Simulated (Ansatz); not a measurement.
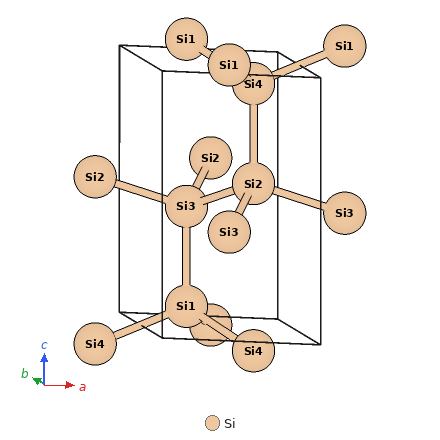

Four computed energy maps of cells of Si. The picture above is the structure of the first map.

Map 1

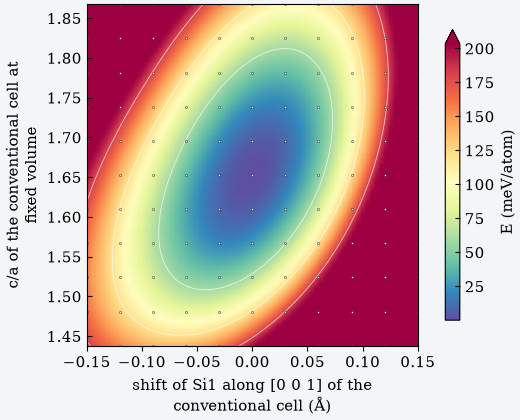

Si (P6_3/mmc, No. 194; 4 atoms in the cell). The energy is mapped over a free internal coordinate and the cell. Coordinates scanned: (1) shift of Si1 along [0 0 1] of the conventional cell, Cartesian (0 0 1), its symmetry partners moved as symmetry demands (measured in the relaxed cell); (2) c/a of the conventional cell at fixed volume. Nothing is relaxed (all other coordinates fixed). The scan uses an 11 × 11 grid. Points are written as (first, second). Energies: meV/atom, counted from the lowest grid point. The band gap closes in part of the range. This map comes from DFT PBE, scalar-relativistic, plane waves, PAW in Ansatz 0.2.0. Settings: cutoff 420 eV, k-mesh 12×12×6 in the order of the run's cell vectors, gaussian smearing 0.05 eV, no spin polarisation.

In the figure: a smooth colour map with a few white contour lines, dots at the grid points, one colour for all values above the top of the scale. Between grid points the surface is interpolated.

Map 2

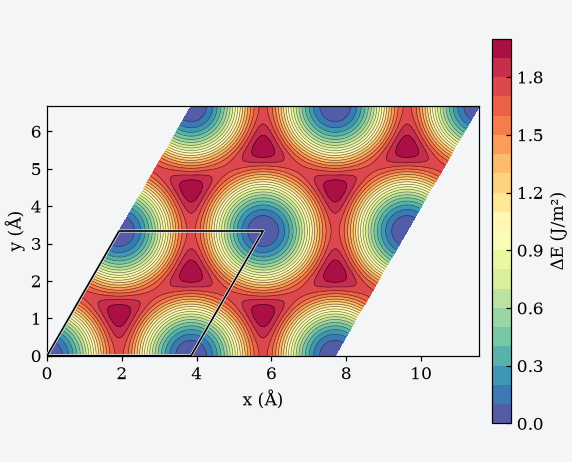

Si (P6_3/mmc, No. 194; 8 atoms in the cell). Gamma surface: rigid slide across a plane, one fault a cell; the plane is (0 0 1) of the conventional cell. Places are given modulo a cell vector. The map is drawn in real space over the plane of the slide. Nothing is relaxed (rigid halves, spacing across the cut fixed). Grid: 12 × 12 points; 19 points were computed and 125 follow by symmetry. All energies are given in J/m² relative to the lowest grid point. The band gap closes in part of the range. Level of theory: Ansatz, DFT PBE, scalar-relativistic, plane waves, PAW. Settings: cutoff 420 eV, k-mesh 10×10×3 in the order of the run's cell vectors, gaussian smearing 0.05 eV, no spin polarisation.

Drawn: filled contours, the outline of one cell of the 2 × 2 shown. Between grid points the surface is interpolated.

Map 3

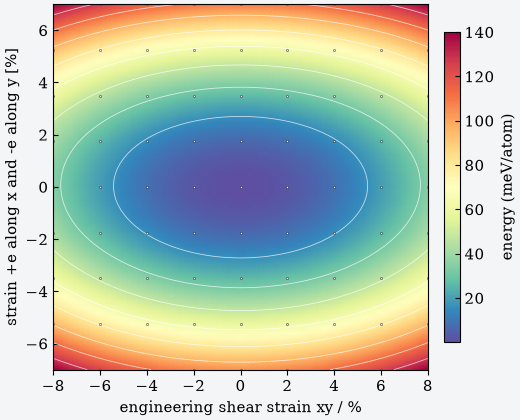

Si (P6_3/mmc, No. 194; 4 atoms in the cell). The energy is mapped over two homogeneous strains (x along [1 0 0], y along [1 2 0], z along [0 0 1] of the conventional cell). Coordinates scanned: (1) engineering shear strain xy; (2) strain +e along x and -e along y. Nothing is relaxed (fractional coordinates fixed). Grid: 9 × 9 points; 45 points were computed and 36 follow by symmetry. Points are written as (first, second). All energies are given in meV/atom relative to the lowest grid point. The band gap closes in part of the range. Computed with DFT PBE, scalar-relativistic, plane waves, PAW in Ansatz 0.2.0. Settings: cutoff 420 eV, k-mesh 12×12×6 in the order of the run's cell vectors, gaussian smearing 0.05 eV, no spin polarisation.

The picture shows a smooth colour map with a few white contour lines, dots at the grid points. Between grid points the surface is interpolated.

Map 4

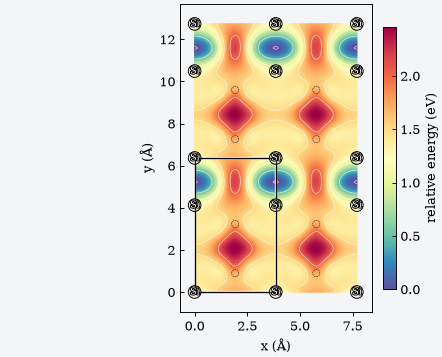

S on a Si(100) slab cut from the P6_3/mmc phase, its upper half relaxed before the scan (16 atoms of substrate and one adsorbate in a 2 × 1 cell). S is moved over the surface cell; relaxed at each place: the height of the adsorbate's atoms; substrate rigid; the origin of the map has the adsorbate above Si13. Places are given modulo a cell vector. The map is drawn in real space over the plane of the surface. Grid: 6 × 6 points; 24 points were computed and 12 follow by symmetry. Places are given in fractions of the 1 × 1 surface cell. Energies: eV, counted from the lowest grid point. The calculation used Ansatz, DFT PBE, scalar-relativistic, plane waves, PAW. Settings: cutoff 420 eV, k-mesh 4×4×1, gaussian smearing 0.05 eV, spin-polarised.

Drawn: a smooth colour map with a few white contour lines, labelled circles for the atoms of the top layer and small ones for the second layer, the outline of one cell of the 2 × 2 shown. Between grid points the surface is interpolated.

Summarise the maps one by one.

Answer. Map 1: The lowest grid point is at (0.00 Å, 1.653). It is the only kind of minimum in the scanned range. The highest grid point, (0.15 Å, 1.438), lies 1014 meV/atom above the lowest. Round the minimum the valley is somewhat tilted: raising the first coordinate shifts the best value of the second coordinate upwards (coupling k₁₂/√(k₁₁k₂₂) about −0.5).
Map 2: The lowest grid point is at (0/12, 0/12) of the cell vectors. No other kind of well shows on this grid. The highest grid point, (4/12, 4/12) of the cell vectors, lies 1.97 J/m² above the lowest. On the interpolated surface the easiest way out of the lowest well to its copy in the next cell or period passes a barrier of about 1.7 J/m².
Map 3: The lowest grid point is at (0 %, 0.00 %). No other kind of well shows on this grid. The highest grid point, (−8 %, 7.00 %), lies 140 meV/atom above the lowest. Round the minimum the two coordinates are nearly uncoupled.
Map 4: The lowest grid point is at (0/6, 5/6) of the cell vectors [nearest 2 Si at 2.18 Å]. The highest grid point, (3/6, 2/6) of the cell vectors [nearest 2 Si at 2.50 Å], lies 2.46 eV above the lowest. At the lowest point the adsorbate has 2 Si at 2.18 Å as nearest neighbours, at the highest 2 Si at 2.50 Å. Its relaxed height above the top atom is 1.87 Å at the lowest and 1.31 Å at the highest point.

Maps 1, 2, 3 start from a relaxed reference structure. Do they show a way to lower its energy?

Answer. No. In each of them the reference is the lowest point, within the accuracy of the grid, so it is stable against the distortions scanned (other distortions weren't tried).

PAW datasets: the set soft_1.
